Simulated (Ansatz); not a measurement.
# Calculations on MoS2 and related structures

**1. Relaxation**

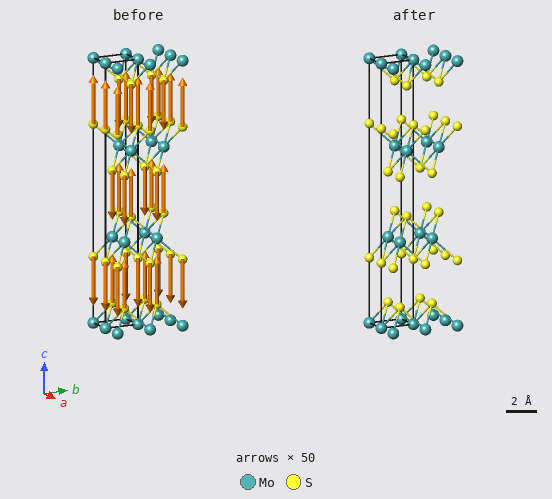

The structure of crystalline MoS2 (set up in R-3m) (coarse preliminary run) before (left) and after (right) a relaxation, at one scale. The orange arrows give the displacements (the part carried along by the change of the cell is left out), 50 times their true length.

The picture is a ball-and-stick view of the conventional cell (3 times the calculation's cell), repeated 2 × 2 × 1 with one cell outlined, seen slightly off an axis. Lengths and directions refer to the drawn axes.

Method: Ansatz, DFT PBEsol, scalar-relativistic, plane waves, PAW. Settings: plane-wave cutoff 420 eV; k-point mesh 6 × 6 × 6; occupations gaussian; smearing width 0.1 eV; no spin polarisation; cell and atoms relaxed; force threshold 0.05 eV/Å; at most 80 steps.

**Summarise the run.**

After 2 accepted moves (3 points after the start) the energy has fallen by 43.3 meV per cell of the calculation. The largest force component goes from 0.71 to 0.018 eV/Å. The pressure goes from 2.85 to −0.06 GPa. At 1 point the geometry stayed and the basis and grid were re-selected for the new cell (energy shift of 0.1 meV per cell of the calculation at most each time). The largest moves relative to the cell, 0.068 Å, are those of S atoms. Mo stays in place. The drawn cell changes as follows: a = b 3.171 → 3.128 Å (−1.3 %), c 18.345 → 18.310 Å (−0.2 %); the volume changes by −2.9 %. Some distances before and after: Mo–S 2.385 → 2.409 Å. Among the angles between lasting bonds that change: S–Mo–S 83.3° → 81.0°, S–Mo–S 96.7° → 99.0°, Mo–S–Mo 83.3° → 81.0°. The space group stays R-3m (No. 166). Cost: 3.1 s on 4 threads of AMD EPYC 7R43 64-Core Processor (Zen 3), with other jobs on the host, peak memory 0.41 GiB.

**2. Relaxation**

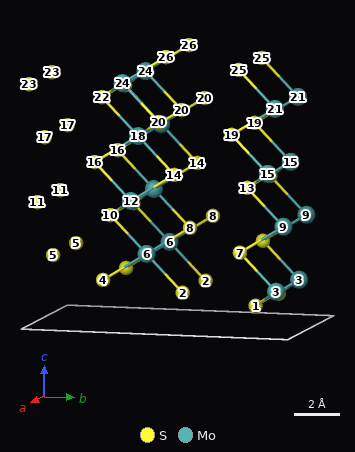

This is the input geometry for a relaxation of a slab of composition Mo₄S₉ (cut from the R-3m phase). A ball-and-stick model of the 2 × 1 repeat of the cell, outlined in the plane, without the vacuum (origin shifted), seen slightly off an axis.

Case: (0 2 1) slab, atoms relaxed. The slab is the (0 2 1) face of MoS2.

Method: Ansatz, DFT PBEsol, scalar-relativistic, plane waves, PAW.

The input:
```yaml
crystal:
  lattice:
    - [3.1204068984, 0.0, 0.0]
    - [-1.5602034492, 12.2053355685, 0.0]
    - [0.0, 0.0, 26.4654146161]
  atoms:
    - { symbol: S, position: [0.1832290337, 0.3664580675, 0.283388721] }
    - { symbol: S, position: [0.5626858631, 0.1253717262, 0.3092899437] }
    - { symbol: Mo, position: [0.7459148968, 0.4918297937, 0.3217969158] }
    - { symbol: S, position: [0.9291439306, 0.8582878612, 0.334303888] }
    - { symbol: S, position: [0.3086007599, 0.6172015199, 0.3602051106] }
    - { symbol: Mo, position: [0.4918297937, 0.9836595874, 0.3727120827] }
    - { symbol: S, position: [0.6750588274, 0.3501176549, 0.3852190549] }
    - { symbol: S, position: [0.0545156568, 0.1090313136, 0.4111202775] }
    - { symbol: Mo, position: [0.2377446905, 0.4754893811, 0.4236272496] }
    - { symbol: S, position: [0.4209737243, 0.8419474486, 0.4361342218] }
    - { symbol: S, position: [0.8004305536, 0.6008611073, 0.4620354444] }
    - { symbol: Mo, position: [0.9836595874, 0.9673191748, 0.4745424165] }
    - { symbol: S, position: [0.1668886211, 0.3337772423, 0.4870493887] }
    - { symbol: S, position: [0.5463454505, 0.092690901, 0.5129506113] }
    - { symbol: Mo, position: [0.7295744842, 0.4591489685, 0.5254575835] }
    - { symbol: S, position: [0.912803518, 0.8256070359, 0.5379645556] }
    - { symbol: S, position: [0.2922603473, 0.5845206947, 0.5638657782] }
    - { symbol: Mo, position: [0.4754893811, 0.9509787621, 0.5763727504] }
    - { symbol: S, position: [0.6587184148, 0.3174368296, 0.5888797225] }
    - { symbol: S, position: [0.0381752442, 0.0763504883, 0.6147809451] }
    - { symbol: Mo, position: [0.2214042779, 0.4428085558, 0.6272879173] }
    - { symbol: S, position: [0.4046333117, 0.8092666233, 0.6397948894] }
    - { symbol: S, position: [0.784090141, 0.568180282, 0.665696112] }
    - { symbol: Mo, position: [0.9673191748, 0.9346383495, 0.6782030842] }
    - { symbol: S, position: [0.1505482085, 0.301096417, 0.6907100563] }
    - { symbol: S, position: [0.5300050379, 0.0600100757, 0.716611279] }
basis:
  ecutwfc: 420
kpoints:
  mp_grid: { grid: [11, 3, 1] }
hamiltonian:
  xc: pbesol
scf:
  occupations: { method: gaussian, width: 0.1 }
output:
  forces: true
  eigenvalues: true
  write_density: true
  write_potential: true
  elf: true
  volumetric_format: npy
relax:
  adjacent_minimum: "off"
  f_tol: 0.02
  max_steps: 60
efield:
  axis: 3
  dipole_correction: true
  ramp_width: 0.04
```

Launched with:
```bash
ansatz run input.yaml --threads 4 --pin off --max-ram 10240MiB --backend cpu --events-out ev --progress --plain --runs-dir out
```

Question: Predict the outcome.

Answer: The largest moves relative to the layer's centre, 0.98 Å, are those of S1 and S26. S26 goes at 48° to the normal (+c side). By element the largest moves are S 0.98 Å, Mo 0.44 Å. The cell stays as it was. Among the contacts that change: Mo6–S10 2.410 → 2.746 Å, Mo12–Mo18 3.120 → 2.834 Å, Mo21–S25 2.410 → 2.126 Å, Mo3–S7 2.410 → 2.247 Å. Among the angles between lasting bonds that change: S1–Mo3–S5 180.0° → 146.7°, S1–Mo3–S7 80.7° → 108.5°, Mo6–S8–Mo12 80.7° → 103.7°. Over 11 geometry steps the energy falls by 4.286 eV per cell of the calculation. The largest force component goes from 3.1 to 0.0055 eV/Å. The run took 19 min on 4 threads of AMD EPYC 7R43 64-Core Processor (Zen 3), on a shared host, peak memory 3.9 GiB.

Step by step:

```json
{"step": "0", "E − E(0), meV/atom": "0.00", "largest force component, eV/Å": "3.1295"}
{"step": "1", "E − E(0), meV/atom": "-65.33", "largest force component, eV/Å": "1.0633"}
{"step": "2", "E − E(0), meV/atom": "-96.50", "largest force component, eV/Å": "1.1299"}
{"step": "3", "E − E(0), meV/atom": "-130.89", "largest force component, eV/Å": "1.2309"}
{"step": "4", "E − E(0), meV/atom": "-153.90", "largest force component, eV/Å": "0.8075"}
{"step": "5", "E − E(0), meV/atom": "-161.25", "largest force component, eV/Å": "0.4541"}
{"step": "6", "E − E(0), meV/atom": "-163.98", "largest force component, eV/Å": "0.2205"}
{"step": "7", "E − E(0), meV/atom": "-164.53", "largest force component, eV/Å": "0.0851"}
{"step": "8", "E − E(0), meV/atom": "-164.74", "largest force component, eV/Å": "0.0375"}
{"step": "9", "E − E(0), meV/atom": "-164.79", "largest force component, eV/Å": "0.0473"}
{"step": "10", "E − E(0), meV/atom": "-164.82", "largest force component, eV/Å": "0.0228"}
{"step": "11", "E − E(0), meV/atom": "-164.84", "largest force component, eV/Å": "0.0055"}
```

After the run, drawn alike:

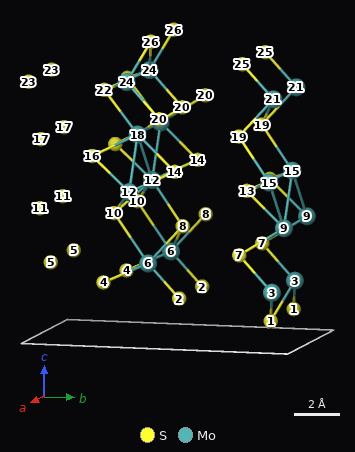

**3. A change**

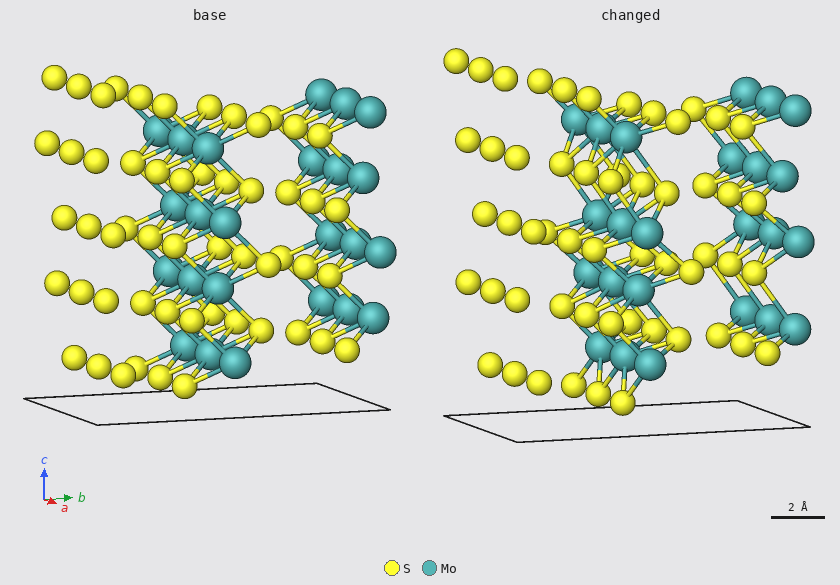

Left: a (0 2 1) slab of MoS2 as cut from the relaxed bulk. Right: the same structure after one change, at the same scale. Style: ball-and-stick. Shown: the 3 × 1 repeat of the cell, outlined in the plane, without the vacuum, slightly off an axis.

Theory: DFT PBEsol, scalar-relativistic, plane waves, PAW (Ansatz). Settings: plane-wave cutoff 420 eV; occupations gaussian; smearing width 0.1 eV; no spin polarisation. The k-mesh is chosen for each cell (11×3×25, 11×3×1).

The atoms of the slab are relaxed at the bulk's in-plane cell.

And its effect?

The slab isn't stoichiometric; relaxing it gains 0.904 J/m². The top spacing, between the S and S planes, goes from 0.69 to 1.07 Å (+56.6 %), the bottom one (S to S) from 0.69 to 1.07 Å (+56.6 %). The lattice vectors keep their values. The largest moves relative to the layer's centre, 0.98 Å, are those of S atoms. By element the largest moves are S 0.98 Å, Mo 0.44 Å. Among the bonded contacts that change: Mo–S 2.410 → 2.126 to 2.746 Å.
